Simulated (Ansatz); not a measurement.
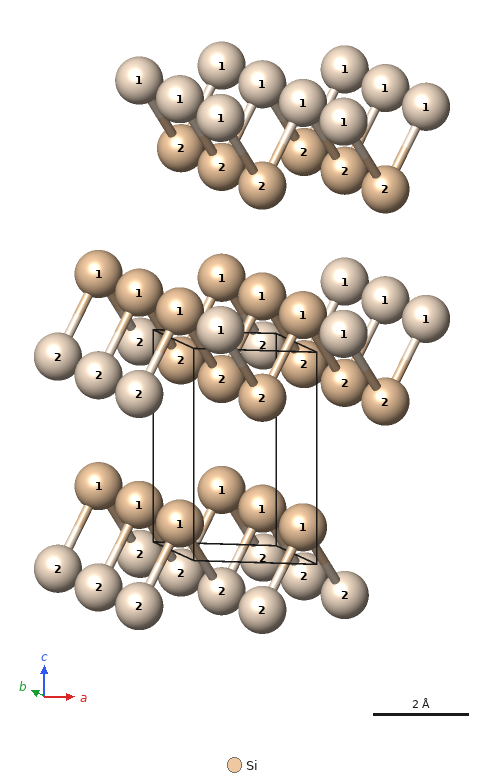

Figure 1. The structure as given in the input (ball-and-stick view of the cell of the calculation, repeated 2 × 3 × 2, seen slightly off an axis; neighbours outside the cell are drawn fainter; atoms are numbered from 1 in the order of the input). An atom can appear more than once, as a periodic image.

# Si: single-point calculation

Si (2 atoms in the cell), computed with DFT LDA, scalar-relativistic, plane waves, PAW, no spin polarisation (Ansatz 0.2.0).

The structure derives from a Materials Project entry. It belongs to a series of runs on one base structure; here: atom 1 (Si) moved by (-0.600, -0.600) A along x and z. Figures and captions count atoms from 1; the log counts them from 0 in places.

## Output
```
Engine: ansatz 0.2.0, x86_64-unknown-linux-gnu
Pseudopotentials: kind: paw
Pseudopotential: Si, paw, valence charge 4, recommended cutoff 420 eV (normal), Si.paw.azcp
Functional definition: SPW92
  exchange = slater_x
  correlation = pw_c
Crystal: 2 atoms, lattice volume = 27.644 Å³
Basis set: ecut = 420 eV, 549 PW (Γ)
Bands: 8, of which v1, the nominal top of the filled ones, is band 4 counted from 1 (3 counted from 0)
Symmetry: 2 space group operations
Space group: P-1 (ITA 2), of the structure as read, at distance tolerance 3.0e-5 Å
k-points: 4036 of 8064
Non-local potential: Si, projectors of the file, l = 0: 2, l = 1: 2, l = 2: 2
PAW form: soft (Blöchl's): semilocal exchange-correlation on the pseudo side does not see the compensation charge
PAW frozen core: Si, regenerated for the run's functional, and the local potential with it (the file was generated under x = pbe(κ = 0.804, μ = 0.2195149727645171), c = pbe(β = 0.06672455060314922))
PAW one-centre angular grid: Si, 110 points (default); XC on 64 Gauss nodes
Initial density: superposition of atomic densities (neutral atoms: chi_scale 0, normalization atom), corrected by the library's trained network
Initial wavefunctions: pseudopotential atomic-orbital guess
Functional: x = slater, c = lda
SCF iter   1: F=—  HF=-1214.920420 eV  |F-HF|=—  |Δ(HF+E_count)|=         —  Δρ=5.49e-3  dr2=6.32e-3  ethr=1.77e-3  ⟨swp⟩=5.1  Hψ=264668  notcnv=0
preconditioner: auto → none  [metal: Δε(μ)=0.004 eV  Ē_g=10.697 eV  σ=0.150 eV  W_gap=0.01  n_scr=2 (ndim 8)  ℏωp=20.0 eV  f_vac=0.000  D(μ)=0.80/eV (n_scr^D=2)  sad-step TF]
SCF iter   2: F=—  HF=-1214.918722 eV  |F-HF|=—  |Δ(HF+E_count)|=   1.70e-3  Δρ=3.20e-3  dr2=2.35e-3  ethr=7.90e-5  ⟨swp⟩=1.0  Hψ=64695  notcnv=0
SCF iter   3: F=—  HF=-1214.917920 eV  |F-HF|=—  |Δ(HF+E_count)|=   8.02e-4  Δρ=7.53e-4  dr2=4.99e-4  ethr=2.94e-5  ⟨swp⟩=2.5  Hψ=45239  notcnv=0
SCF iter   4: F=—  HF=-1214.917787 eV  |F-HF|=—  |Δ(HF+E_count)|=   1.33e-4  Δρ=2.25e-4  dr2=1.13e-5  ethr=6.24e-6  ⟨swp⟩=2.1  Hψ=40207  notcnv=0
SCF iter   5: F=—  HF=-1214.917782 eV  |F-HF|=—  |Δ(HF+E_count)|=   4.87e-6  Δρ=1.10e-4  dr2=4.66e-6  ethr=1.42e-7  ⟨swp⟩=2.1  Hψ=47363  notcnv=0
SCF iter   6: F=—  HF=-1214.917780 eV  |F-HF|=—  |Δ(HF+E_count)|=   1.42e-6  Δρ=3.97e-5  dr2=7.28e-7  ethr=5.82e-8  ⟨swp⟩=1.1  Hψ=32469  notcnv=0
SCF iter   7: F=-1214.917780 eV  HF=-1214.917780 eV  |F-HF|=1.68e-9  |Δ(HF+E_count)|=   2.24e-7  Δρ=1.79e-6  dr2=2.06e-9  ethr=1.25e-9  ⟨swp⟩=7.6  Hψ=200276  notcnv=0
SCF 1 converged in 7 iterations: F = -1214.917780 eV  dr2 = 2.06e-9
  greatest PAW one-centre occupation: 0.699 electrons in one spin orbital (limit 2), on the Si atom at site 1 (counted from 0), in its partial waves of l = 0
```

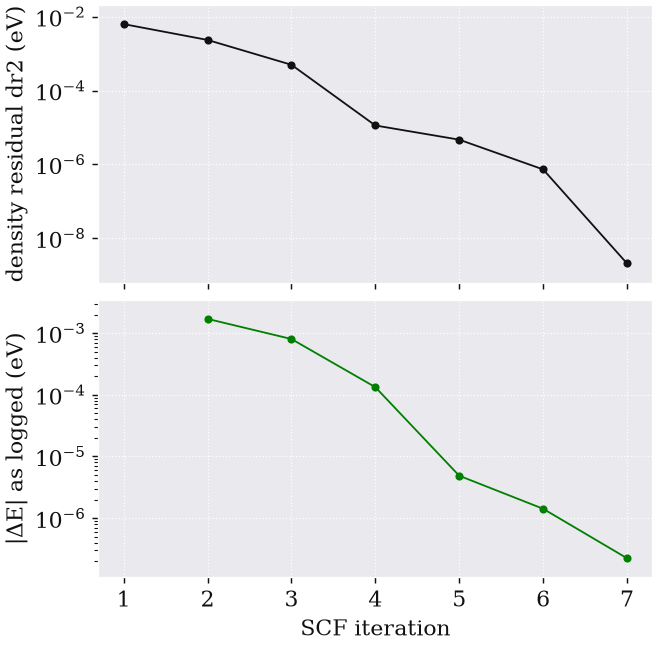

Figure 2. Convergence of the self-consistent field: density residual dr2 and size of the energy change against the SCF iteration. The residual falls at every step.

```
SCF converged after 7 iterations
Free energy (F): -1214.917780 eV
Harris-Foulkes:  -1214.917780 eV  (|F-HF|=1.68e-9)
Internal energy: -1214.908711 eV  (E = F + TS)
E sigma→0 (E₀):  -1214.913245 eV
Entropy (-TS):   -0.009070 eV (-4.535 meV/atom)
Fermi energy:    10.694269 eV
--- Per-component energies (eV) ---
  E_band       = 37.693218
  E_kinetic    = 90.517701
  E_local      = -30.460523  (includes V_loc(G=0)·N_el)
  E_nonlocal   = 56.355141
  E_hartree    = 13.483138
  E_xc         = -114.434199
  E_vxc        = -100.262863  (∫ρ·V_xc dr)
  E_paw        = -972.011370  (= ΣΔE_a)
  E_vpaw       = -5.422249  (= ΣTr[D̂ρ^β])
  E_aug_tail   = 0.000013  (compensation charges beyond the density's cutoff)
  E_ewald      = -258.527272
  E_core_change = 0.168661  (= ΣΔE_core)
  E_smearing   = -0.009070  (= −TS)
  E_closure    = 0.000000  (closes the sum)
  Σ components = -1214.917780   (vs F -1214.917780, Δ=0.00e0)
--- Forces (eV/Å), atoms counted from 1 ---
  atom   1  Si     1.79847456     1.66512478     7.15108595
  atom   2  Si    -1.79847456    -1.66512478    -7.15108595
  max |Σ_I F_I| component: 0.00e0 eV/Å
--- Stress (GPa, compression-positive) ---
       15.944476      11.164650      20.454143
       11.164650      21.107389      18.949268
       20.454144      18.949268      58.417273
  P = ⅓ Tr σ = 31.8230 GPa (318.230 kbar)
--- Band table (eV; the first three rows and the last of 4036) ---
  k-point 0: bands = ["-4.9598", "2.7385", "4.5134", "17.7029", "19.2887", "19.9067", "20.2399", "21.6778"]
  k-point 1: bands = ["-4.9423", "2.4154", "4.9116", "17.6751", "19.2957", "19.6256", "20.2961", "21.6293"]
  k-point 2: bands = ["-4.8919", "1.8177", "5.7355", "17.5280", "18.9482", "19.3371", "20.3648", "21.4767"]
  k-point 4035: bands = ["1.3850", "2.8262", "6.2760", "7.0309", "13.4237", "15.4337", "15.6680", "18.0563"]
```

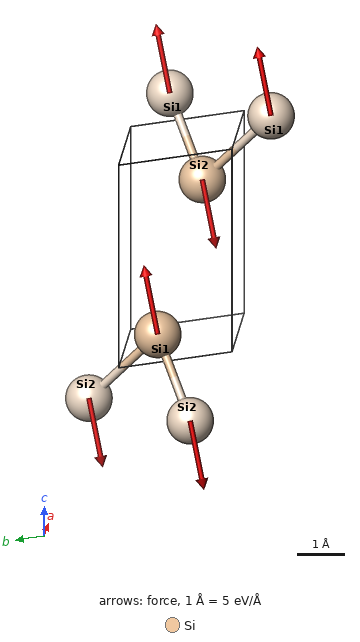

Figure 3. Forces on the atoms as red arrows (ball-and-stick view of the cell of the calculation, seen at an oblique angle; neighbours outside the cell are drawn fainter; atoms are numbered from 1 in the order of the input). The largest act on Si1, Si2 (7.56 eV/Å). The geometry is not a stationary point of this energy.

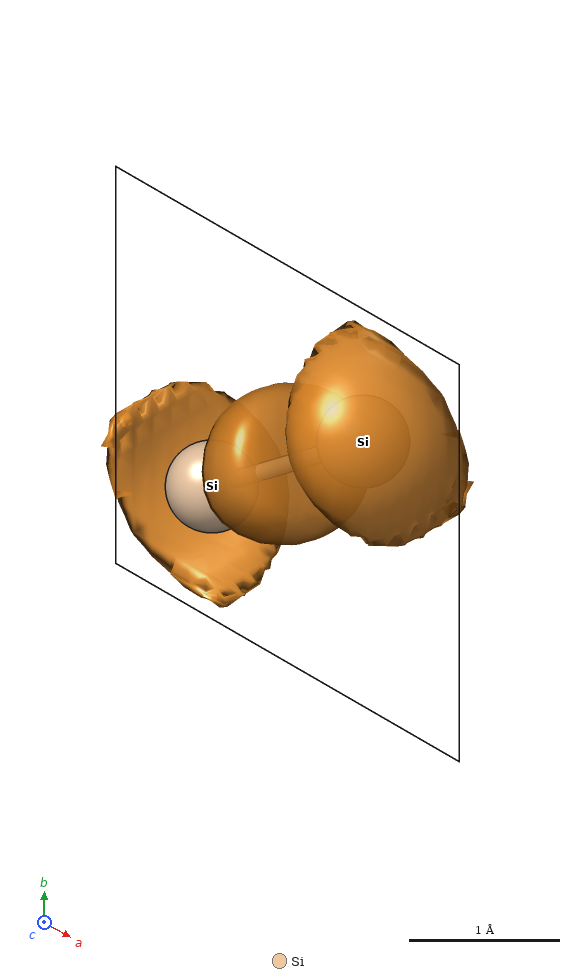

Figure 4. Isosurface of the ELF at 0.75 (orange), seen along the c axis. Core shells and regions of very low density are left out. Sticks mark near contacts. The outline is the cell set on symmetry axes. Values along the shortest contacts: Core electrons are frozen (PAW), so the fields are smoothed inside the atomic spheres.

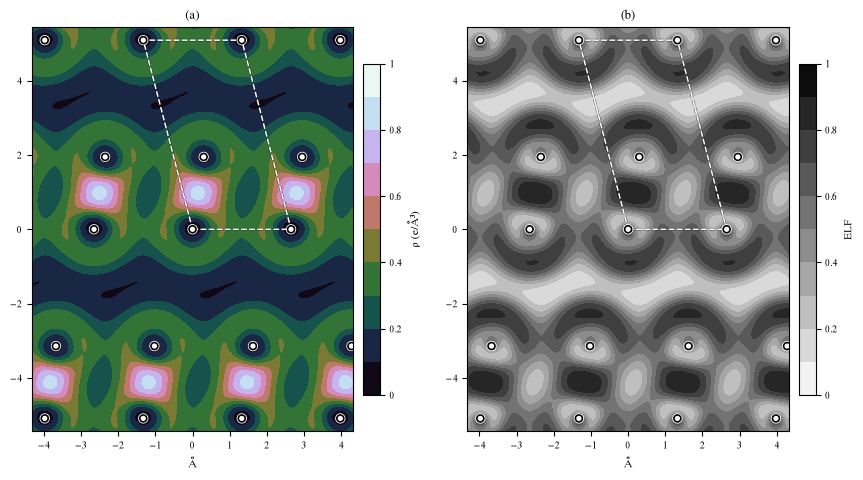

Figure 5. (a) valence electron density; (b) electron localisation function on the (101̄) plane of the conventional cell. Circles mark the nuclei in the plane (Si). The section cuts through Si sites. Away from the nuclei the density in this plane falls to 0.1 e/Å³ at its lowest.

The run was set up as follows.

## Input
```yaml
crystal:
  lattice:
    - [2.6510666862, 0.0, 0.0]
    - [-1.3255333431, 2.2958910974, 0.0]
    - [0.0, 0.0, 4.5417424135]
  atoms:
    - { symbol: Si, position: [0.1070093396, 0.6666666667, 0.1178921116] }
    - { symbol: Si, position: [0.6666666667, 0.3333333333, 0.75] }
basis:
  ecutwfc: 420
kpoints:
  mp_grid: { grid: [24, 24, 14] }
hamiltonian:
  xc: lda
scf:
  occupations: { method: gaussian, width: 0.15 }
output:
  forces: true
  stress: true
  eigenvalues: true
  write_density: true
  write_potential: true
  elf: true
  volumetric_format: npy
```

Launch command:
```bash
ansatz run input.yaml --threads 2 --pin off --max-ram 5120MiB --backend cpu --events-out ev --progress --plain --runs-dir out
```

## Results in brief

- outcome: converged
- space group (tolerance 0.01 Å): P-1 (2)
- electrons treated: 8
- free energy: −1214.9178 eV
- Fermi energy: 10.694 eV
- gap on the k-point mesh: none (metallic)
- pressure: 31.82 GPa
- largest force (length of the vector): 7.559 eV/Å
- hardware: 2 threads of Intel Xeon @ 2.50GHz (Skylake/Cascade Lake), 32 GiB of memory available, shared host
- wall time: 41 s (CPU time 80 s)
- peak memory: 1.2 GiB
